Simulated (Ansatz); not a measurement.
## Lattice dynamics of (CdS)1(ZnSe)3 [0001] superlattice, started as wurtzite

How does (CdS)1(ZnSe)3 [0001] superlattice, started as wurtzite vibrate, and is this structure a minimum?

Program: Ansatz 0.2.0. Level of theory: DFT PBEsol, scalar-relativistic, plane waves, PAW. Results are calculated unless marked as measured.

The structure was built from a prototype and need not be the compound's stable phase.

## Step 1: Set-up

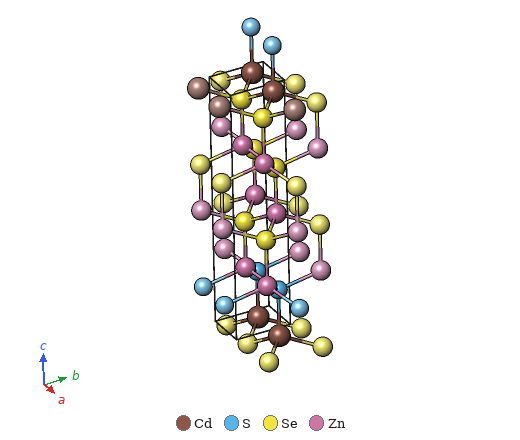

Start, viewed slightly off an axis; cadmium brown, sulfur blue, selenium yellow, zinc pink. 2×1×1 cells are drawn. Some periodic images of atoms are drawn too.

As a file:

```cif
data_structure
_symmetry_space_group_name_H-M 'P 1'
_symmetry_Int_Tables_number 1
_cell_length_a 4.0350
_cell_length_b 4.0350
_cell_length_c 13.1850
_cell_angle_alpha 90.000
_cell_angle_beta 90.000
_cell_angle_gamma 120.000
_cell_volume 185.91
loop_
_atom_site_label
_atom_site_type_symbol
_atom_site_fract_x
_atom_site_fract_y
_atom_site_fract_z
_atom_site_occupancy
Cd1 Cd 0.33333 0.66667 0.00000 1
S2 S 0.33333 0.66667 0.18750 1
Se3 Se 0.66667 0.33333 0.43750 1
Se4 Se 0.33333 0.66667 0.68750 1
Se5 Se 0.66667 0.33333 0.93750 1
Zn6 Zn 0.66667 0.33333 0.25000 1
Zn7 Zn 0.33333 0.66667 0.50000 1
Zn8 Zn 0.66667 0.33333 0.75000 1
```

## Step 2: Coarse relaxation

The start is far from rest, so a relaxation with loose tolerances brings it close first.

Input file input.yaml:

```yaml
crystal:
  lattice:
    - [4.035, 0.0, 0.0]
    - [-2.0175, 3.49441, 0.0]
    - [0.0, 0.0, 13.185]
  atoms:
    - { symbol: Cd, position: [0.333333, 0.666667, 0.0] }
    - { symbol: S, position: [0.333333, 0.666667, 0.1875] }
    - { symbol: Se, position: [0.666667, 0.333333, 0.4375] }
    - { symbol: Se, position: [0.333333, 0.666667, 0.6875] }
    - { symbol: Se, position: [0.666667, 0.333333, 0.9375] }
    - { symbol: Zn, position: [0.666667, 0.333333, 0.25] }
    - { symbol: Zn, position: [0.333333, 0.666667, 0.5] }
    - { symbol: Zn, position: [0.666667, 0.333333, 0.75] }
kpoints:
  mp_grid: { grid: [6, 6, 2] }
hamiltonian:
  xc: pbesol
scf:
  occupations: { method: gaussian, width: 0.1 }
output:
  forces: true
  stress: true
  eigenvalues: true
relax:
  adjacent_minimum: "off"
  f_tol: 0.05
  max_steps: 80
  cell: { stress_tol: 0.5 }
```

Run with:

```console
ansatz run input.yaml --threads 4 --pin off --max-ram 14336MiB --backend cpu --events-out ev --progress --plain --runs-dir out
```

Numbers of over 12 decimals in the logs are rounded to 6 here.

The log of the run:

```text
[...]
atoms:
    - { symbol: Cd, position: [0.333333, 0.666667, 0.011977] }
    - { symbol: S, position: [0.333333, 0.666667, 0.201278] }
    - { symbol: Se, position: [0.666667, 0.333333, 0.436308] }
    - { symbol: Se, position: [0.333333, 0.666667, 0.682008] }
    - { symbol: Se, position: [0.666667, 0.333333, 0.926275] }
    - { symbol: Zn, position: [0.666667, 0.333333, 0.251506] }
    - { symbol: Zn, position: [0.333333, 0.666667, 0.497783] }
    - { symbol: Zn, position: [0.666667, 0.333333, 0.742866] }
[key lines of the parts left out:]
SCF converged after 5 iterations
Free energy (F): -35189.405676 eV
Fermi energy:    7.655290 eV
P = ⅓ Tr σ = 0.0203 GPa (0.203 kbar)
```

The job ended after 18 s (4 threads of Arm Neoverse V2, shared host; peak memory 0.65 GiB; 69 s of CPU time).

The steps of the relaxation:

| step | energy less that of the first step (eV) | largest force component (eV/Å) | pressure (GPa) | volume (Å³) |
| --- | --- | --- | --- | --- |
| 1 | 0.0000 | 1.3496 | 0.05 | 185.91 |
| 2 | -0.2464 | 0.1309 | -0.87 | 186.04 |
| 3 | -0.2634 | 0.0757 | -0.21 | 183.72 |
| 4 | -0.2647 | 0.0094 | 0.02 | 183.05 |
| 5* | -0.2639 | 0.0095 | 0.02 | 183.05 |

Relaxation steps marked * repeat the geometry before them on a plane-wave basis chosen anew for their cell, so energy and pressure can jump there.

The run keeps the 6 symmetry operations that it works with, so distortions that break them were not tested.

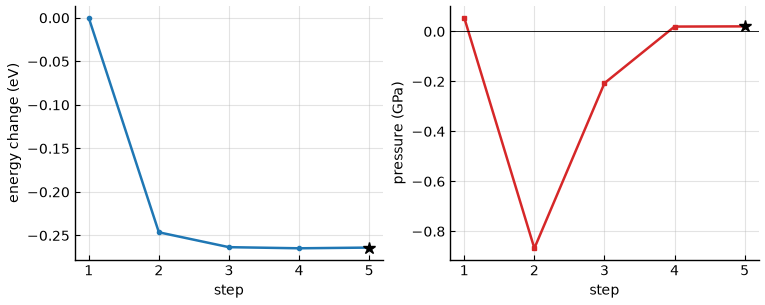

Energy and pressure along the relaxation. Stars mark steps on a basis chosen anew.

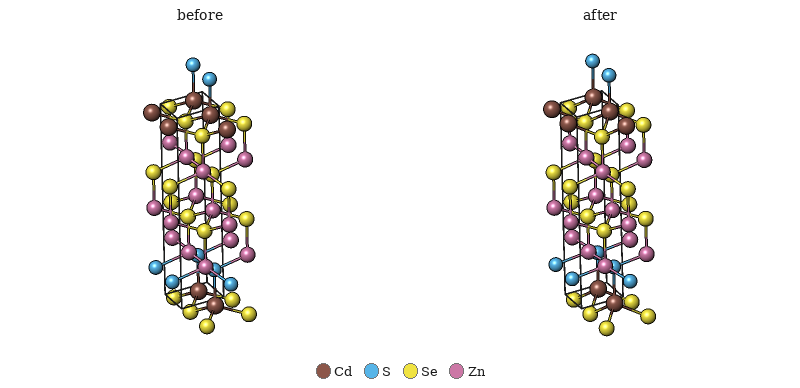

The structure before and after the relaxation, drawn at the same scale.

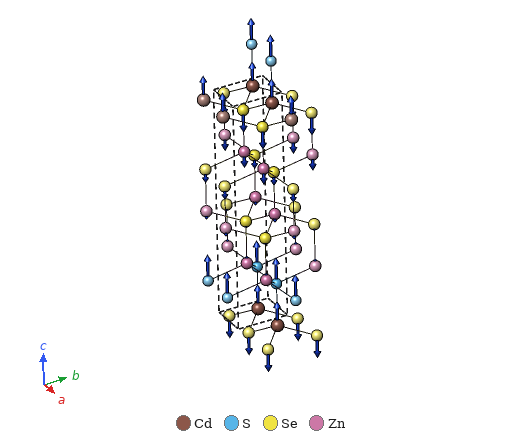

Displacements in the relaxation, exaggerated, measured against the changing cell; the longest in the cell stands for 0.18 Å. 2×1×1 cells are drawn. Some periodic images of atoms are drawn too.

| conventional cell, symmetrised | before | after | change |
| --- | --- | --- | --- |
| a (Å) | 4.035 | 3.994 | -1.0 % |
| b (Å) | 4.035 | 3.994 | -1.0 % |
| c (Å) | 13.185 | 13.253 | +0.5 % |
| volume (Å³/atom) | 23.24 | 22.88 | -1.5 % |

The atoms that moved most (Å, as changes of fractional coordinates times the final cell):

| atom | dx | dy | dz | length |
| --- | --- | --- | --- | --- |
| S2 | 0.000 | 0.000 | 0.183 | 0.183 |
| Cd1 | 0.000 | 0.000 | 0.159 | 0.159 |
| Se5 | 0.000 | 0.000 | -0.149 | 0.149 |
| Zn8 | 0.000 | 0.000 | -0.095 | 0.095 |
| Se4 | 0.000 | 0.000 | -0.073 | 0.073 |
| Zn7 | 0.000 | 0.000 | -0.029 | 0.029 |
| Zn6 | 0.000 | 0.000 | 0.020 | 0.020 |
| Se3 | 0.000 | 0.000 | -0.016 | 0.016 |

This step gave:

* pressure: 0.02032 GPa
* volume per atom: 22.88 Å³
* gap on the k-mesh: 0.7744 eV
* direct gap on mesh: 0.7744 eV

In this step the volume went from 23.24 to 22.88 Å³/atom.

## Step 3: Relaxation

Harmonic phonons are second derivatives at a point where the forces vanish, and they are wanted at zero stress, so atoms and cell are relaxed first.

Input file input.yaml:

```yaml
crystal:
  lattice:
    - [3.9936266599, 0.0, 0.0]
    - [-1.9968133299, 3.4585821407, 0.0]
    - [0.0, 0.0, 13.2529721854]
  atoms:
    - { symbol: Cd, position: [0.3333333333, 0.6666666667, 0.0119773382] }
    - { symbol: S, position: [0.3333333333, 0.6666666667, 0.2012778805] }
    - { symbol: Se, position: [0.6666666667, 0.3333333333, 0.4363075311] }
    - { symbol: Se, position: [0.3333333333, 0.6666666667, 0.682007739] }
    - { symbol: Se, position: [0.6666666667, 0.3333333333, 0.9262750556] }
    - { symbol: Zn, position: [0.6666666667, 0.3333333333, 0.2515056286] }
    - { symbol: Zn, position: [0.3333333333, 0.6666666667, 0.4977826882] }
    - { symbol: Zn, position: [0.6666666667, 0.3333333333, 0.7428661388] }
kpoints:
  mp_grid: { grid: [9, 9, 2] }
hamiltonian:
  xc: pbesol
scf:
  occupations: { method: gaussian, width: 0.02 }
output:
  forces: true
  stress: true
  eigenvalues: true
  write_density: true
  write_potential: true
  elf: true
  volumetric_format: npy
relax:
  adjacent_minimum: "off"
  f_tol: 0.005
  max_steps: 80
  cell: { stress_tol: 0.05 }
```

The log of the run:

```text
[...]
Crystal: 8 atoms, lattice volume = 183.054 Å³
Basis set: ecut = 420 eV, 3573 PW (Γ), exchange–correlation on 54×54×180 points (8 copies of the dense FFT grid, shifted against one another)
Bands: 66, of which v1, the nominal top of the filled ones, is band 55 counted from 1 (54 counted from 0)
Symmetry: 6 space group operations
[...]
k-points: 24 of 162 (time reversal used)
[...]
SCF iter   1: F=—  HF=-35189.426933 eV  |F-HF|=—  |Δ(HF+E_count)|=         —  Δρ=4.18e-3  dr2=3.97e-2  ethr=1.77e-3  ⟨swp⟩=6.5  Hψ=5692  notcnv=0  defer=4
[...]
SCF iter   9: F=-35189.416470 eV  HF=-35189.416470 eV  |F-HF|=8.33e-8  |Δ(HF+E_count)|=   1.66e-7  Δρ=7.07e-6  dr2=6.02e-8  ethr=9.09e-11  ⟨swp⟩=13.5  Hψ=11744  notcnv=0
SCF 1 converged in 9 iterations: F = -35189.416470 eV  dr2 = 6.02e-8
[...]
relax step   1: F+E_penalty+E_count = -35189.41646962 eV  Δ(F+E_penalty+E_count) = +0.000e0 eV  max|allowed force component| = 8.730e-3 eV/Å  Δτ_max = 0.0000 Å  P = +0.009 GPa  Ω = 183.054 Å³  (9 SCF iters, dr2 threshold 1.00e-7 eV, accepted)
Crystal: 8 atoms, lattice volume = 183.076 Å³
[...]
SCF iter   6: F=-35189.416488 eV  HF=-35189.416488 eV  |F-HF|=3.64e-11  |Δ(HF+E_count)|=   1.45e-9  Δρ=5.67e-7  dr2=7.91e-10  ethr=4.33e-12  ⟨swp⟩=6.7  Hψ=8552  notcnv=0
SCF 2 converged in 6 iterations: F = -35189.416488 eV  dr2 = 7.91e-10
relax step   2: F+E_penalty+E_count = -35189.41648811 eV  Δ(F+E_penalty+E_count) = -1.848e-5 eV  max|allowed force component| = 3.615e-3 eV/Å  Δτ_max = 0.0013 Å  P = -0.003 GPa  Ω = 183.076 Å³  energy of the carried Pulay correction = -6.357e-6 eV  (6 SCF iters, dr2 threshold 4.76e-9 eV, accepted)
[...]
SCF iter   1: F=—  HF=-35189.416422 eV  |F-HF|=—  |Δ(HF+E_count)|=         —  Δρ=1.84e-6  dr2=2.16e-9  ethr=1.21e-7  ⟨swp⟩=3.0  Hψ=10327  notcnv=0
eigensolver tolerance schedule: the retry pair's looser diagonalisation over-reported the residual by 61603.26 of it (diagonalisation noise at an unbounded share of the residual, at the tolerance the schedule requests for it); recorded, not acted on — ethr = c·dr2/N_el stays at c = 1.0e-1
[...]
SCF iter   2: F=—  HF=-35189.416502 eV  |F-HF|=—  |Δ(HF+E_count)|=   7.98e-5  Δρ=8.88e-7  dr2=6.06e-10  ethr=1.96e-12  ⟨swp⟩=3.2  Hψ=4203  notcnv=0
[...]
SCF iter   4: F=-35189.416502 eV  HF=-35189.416502 eV  |F-HF|=2.18e-11  |Δ(HF+E_count)|=  1.02e-10  Δρ=1.77e-7  dr2=6.24e-11  ethr=1.00e-12  ⟨swp⟩=4.8  Hψ=7886  notcnv=0
SCF 3 converged in 4 iterations: F = -35189.416502 eV  dr2 = 6.24e-11
relax step   3: F+E_penalty+E_count = -35189.41650152 eV  Δ(F+E_penalty+E_count) = -1.342e-5 eV  max|allowed force component| = 3.618e-3 eV/Å  Δτ_max = 0.0000 Å  P = -0.003 GPa  Ω = 183.076 Å³  stress off target by 1.08e-2 GPa  SCF on the basis re-selected at this cell (its energy is not comparable with the rows above)  (4 SCF iters)
basis re-selected at this cell: Δ(F+E_penalty+E_count) = -1.342e-5 eV, ΔP = -0.000 GPa vs the last step (what re-selecting the basis moved, of the pressure what is left beyond the Pulay correction that the steps carried, after the strain that the cell walked since its last selection, with what the two solves' SCF thresholds leave and, on support functions, any second-order correction that the steps lacked; it is no m [...]
SCF converged after 4 iterations
Free energy (F): -35189.416502 eV
[...]
Internal energy: -35189.416502 eV  (E = F + TS)
E sigma→0 (E₀):  -35189.416502 eV
Fermi energy:    7.647349 eV
[...]
--- Forces (eV/Å), atoms counted from 1 ---
  atom   1  Cd    -0.00000000     0.00000000     0.00114988
  atom   2  S     -0.00000000     0.00000000    -0.00314066
  atom   3  Se     0.00000000    -0.00000000    -0.00257295
  atom   4  Se    -0.00000000     0.00000000    -0.00160213
  atom   5  Se    -0.00000000    -0.00000000    -0.00115913
  atom   6  Zn     0.00000000    -0.00000000     0.00361782
  atom   7  Zn     0.00000000     0.00000000     0.00131017
  atom   8  Zn     0.00000000    -0.00000000     0.00239515
  max |Σ_I F_I| component: 1.85e-6 eV/Å
--- Stress (GPa, compression-positive) ---
        0.000353       0.000000       0.000000
        0.000000       0.000353      -0.000000
        0.000000      -0.000000      -0.010816
  P = ⅓ Tr σ = -0.0034 GPa (-0.034 kbar)
--- Band table (eV; the first three rows and the last of 24) ---
  k-point 0: bands = [... 51 lower, 6.7134, 6.7544, 7.2610, 7.2610, 8.0334, 9.2507, 9.5605, 10.1671, ... 7 higher]
  k-point 1: bands = [... 51 lower, 6.7633, 6.7633, 7.2409, 7.2409, 8.8182, 9.2241, 9.4124, 9.9252, ... 7 higher]
  k-point 2: bands = [... 51 lower, 6.4253, 6.5660, 6.7674, 7.1467, 8.8115, 9.8326, 10.1810, 10.6384, ... 7 higher]
  k-point 23: bands = [... 51 lower, 4.9004, 5.1014, 5.1886, 5.2369, 11.1943, 11.3160, 11.3681, 11.4435, ... 7 higher]
--- Relaxed structure (2 steps of the walk, 2 accepted, 1 SCFs on fresh bases) ---
[...]
cell:  # Å, volume = 183.0765 Å³
    - [3.992892, -2.8862181684491385e-11, 0]
    - [-1.996446, 3.457946, 0]
    - [0, 0, 13.259487]
  atoms:
    - { symbol: Cd, position: [0.333333, 0.666667, 0.012074] }
    - { symbol: S, position: [0.333333, 0.666667, 0.201255] }
    - { symbol: Se, position: [0.666667, 0.333333, 0.436243] }
    - { symbol: Se, position: [0.333333, 0.666667, 0.681943] }
    - { symbol: Se, position: [0.666667, 0.333333, 0.926228] }
    - { symbol: Zn, position: [0.666667, 0.333333, 0.251571] }
    - { symbol: Zn, position: [0.333333, 0.666667, 0.497784] }
    - { symbol: Zn, position: [0.666667, 0.333333, 0.742902] }
```

Elapsed: 20 s, on 4 threads; peak memory 0.72 GiB; 78 s of CPU time.

Little changed from the start: no atom moved by 0.005 Å and no cell edge by 0.1 %.

This step gave:

* pressure: -0.003370 GPa
* gap on the k-mesh: 0.7724 eV
* direct gap on mesh: 0.7724 eV

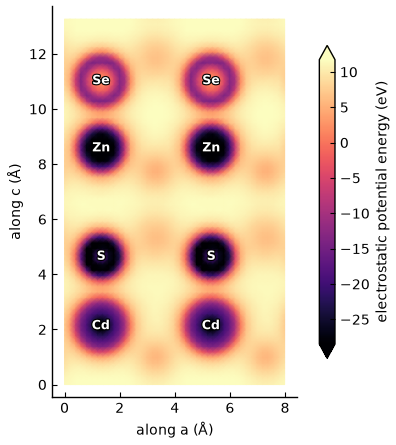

Electrostatic potential energy in the ac plane at fractional y = 0.667, with atoms of Cd and S and Se and Zn within 0.2 Å of it. With pseudopotentials it is smooth inside the atoms' cores, unlike the true potential. The map starts off the cell's origin, so that atoms lie inside it.

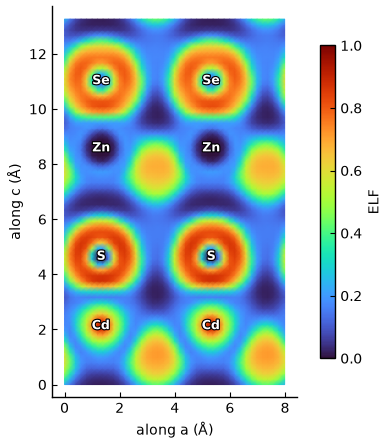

ELF in the ac plane at fractional y = 0.667, with atoms of Cd and S and Se and Zn within 0.2 Å of it. It is the smooth field of the valence electrons, not physical close to the nuclei. The map starts off the cell's origin, so that atoms lie inside it.

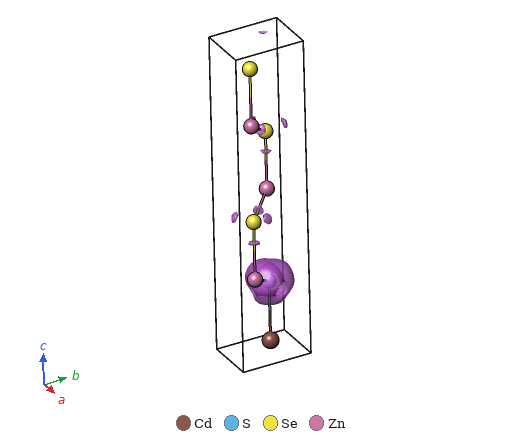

Surface of ELF = 0.82.

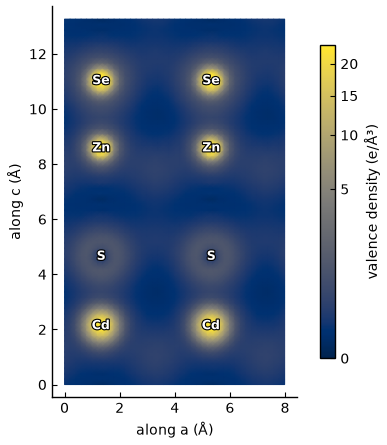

Valence density in the ac plane at fractional y = 0.667, with atoms of Cd and S and Se and Zn within 0.2 Å of it. It is the smooth field of the valence electrons, not physical close to the nuclei. The map starts off the cell's origin, so that atoms lie inside it. The colour scale is stretched toward low values.

In this step the volume went from 22.88 to 22.88 Å³/atom.

## Step 4: Relaxing to small forces for the phonons

Phonons need a cell at rest on their own settings, so the relaxation is repeated with tight tolerances on forces and stress, using the mesh and the filling of the phonon run that follows.

Input file input.yaml:

```yaml
crystal:
  lattice:
    - [3.992892494, 0.0, 0.0]
    - [-1.996446247, 3.4579463344, 0.0]
    - [0.0, 0.0, 13.259486843]
  atoms:
    - { symbol: Cd, position: [0.3333333333, 0.6666666667, 0.0120739178] }
    - { symbol: S, position: [0.3333333333, 0.6666666667, 0.2012554148] }
    - { symbol: Se, position: [0.6666666667, 0.3333333333, 0.4362433056] }
    - { symbol: Se, position: [0.3333333333, 0.6666666667, 0.6819429091] }
    - { symbol: Se, position: [0.6666666667, 0.3333333333, 0.9262275218] }
    - { symbol: Zn, position: [0.6666666667, 0.3333333333, 0.2515712154] }
    - { symbol: Zn, position: [0.3333333333, 0.6666666667, 0.4977837314] }
    - { symbol: Zn, position: [0.6666666667, 0.3333333333, 0.7429019841] }
kpoints:
  mp_grid: { grid: [9, 9, 2] }
hamiltonian:
  xc: pbesol
scf:
  occupations: { method: fixed }
output:
  forces: true
  stress: true
  eigenvalues: true
  write_density: true
  write_potential: true
  elf: true
  volumetric_format: npy
relax:
  adjacent_minimum: "off"
  f_tol: 0.001
  max_steps: 60
  cell: { stress_tol: 0.01 }
```

The log of the run:

```text
[...]
Crystal: 8 atoms, lattice volume = 183.076 Å³
Basis set: ecut = 420 eV, 3573 PW (Γ), exchange–correlation on 54×54×180 points (8 copies of the dense FFT grid, shifted against one another)
Bands: 66, of which v1, the nominal top of the filled ones, is band 55 counted from 1 (54 counted from 0)
Symmetry: 6 space group operations
[...]
k-points: 24 of 162 (time reversal used)
[...]
atoms:
    - { symbol: Cd, position: [0.333333, 0.666667, 0.012074] }
    - { symbol: S, position: [0.333333, 0.666667, 0.201230] }
    - { symbol: Se, position: [0.666667, 0.333333, 0.436228] }
    - { symbol: Se, position: [0.333333, 0.666667, 0.681931] }
    - { symbol: Se, position: [0.666667, 0.333333, 0.926218] }
    - { symbol: Zn, position: [0.666667, 0.333333, 0.251600] }
    - { symbol: Zn, position: [0.333333, 0.666667, 0.497794] }
    - { symbol: Zn, position: [0.666667, 0.333333, 0.742925] }
[key lines of the parts left out:]
SCF converged after 5 iterations
Free energy (F): -35189.416504 eV
Fermi energy:    7.261578 eV
P = ⅓ Tr σ = 0.0005 GPa (0.005 kbar)
```

The job ended after 26 s (4 threads; peak memory 0.71 GiB).

Little changed from the start: no atom moved by 0.005 Å and no cell edge by 0.1 %.

This step gave:

```
pressure           : 5.23e-4 GPa
gap on the k-mesh  : 0.7730 eV
direct gap on mesh : 0.7730 eV
```

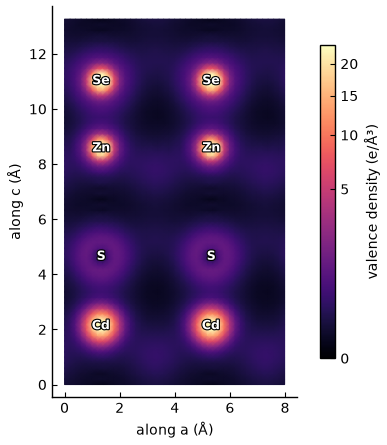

Valence density in the ac plane at fractional y = 0.667, with atoms of Cd and S and Se and Zn within 0.2 Å of it. It is the smooth field of the valence electrons, not physical close to the nuclei. The map starts off the cell's origin, so that atoms lie inside it. The colour scale is stretched toward low values.

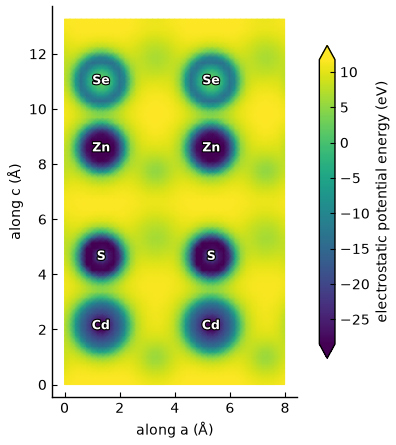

Electrostatic potential energy in the ac plane at fractional y = 0.667, with atoms of Cd and S and Se and Zn within 0.2 Å of it. With pseudopotentials it is smooth inside the atoms' cores, unlike the true potential. The map starts off the cell's origin, so that atoms lie inside it.

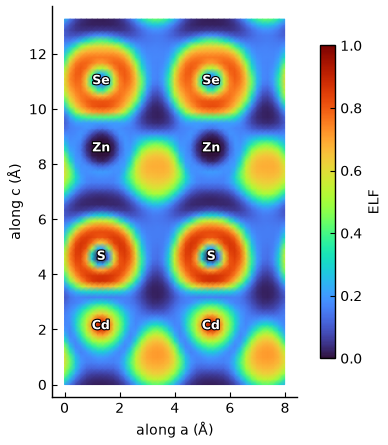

ELF in the ac plane at fractional y = 0.667, with atoms of Cd and S and Se and Zn within 0.2 Å of it. It is the smooth field of the valence electrons, not physical close to the nuclei. The map starts off the cell's origin, so that atoms lie inside it.

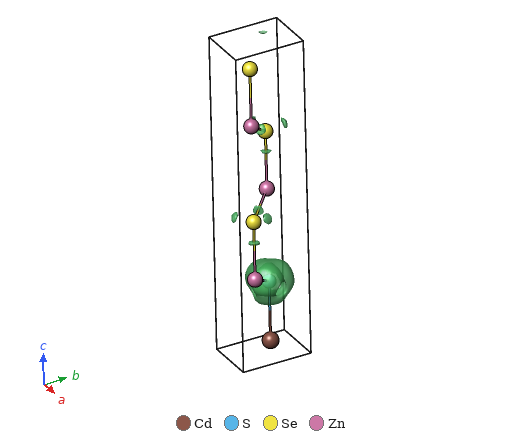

Surface of ELF = 0.82.

The largest force component left is 0.41 meV/Å and the pressure is 0.001 GPa, within the tolerances set. The cell now holds 22.88 Å³/atom.

(Continued in part 2 of 2.)

[Logs are printed without paths, hosts, clocks, repeated set-up lines and the standing remarks that a program may print on its own settings, such as how far it seeks lower states.]

[Hosts, paths, dates, database ids (printed as entryN), source tags and the programs' standing remarks are cut or masked in the printed files.]
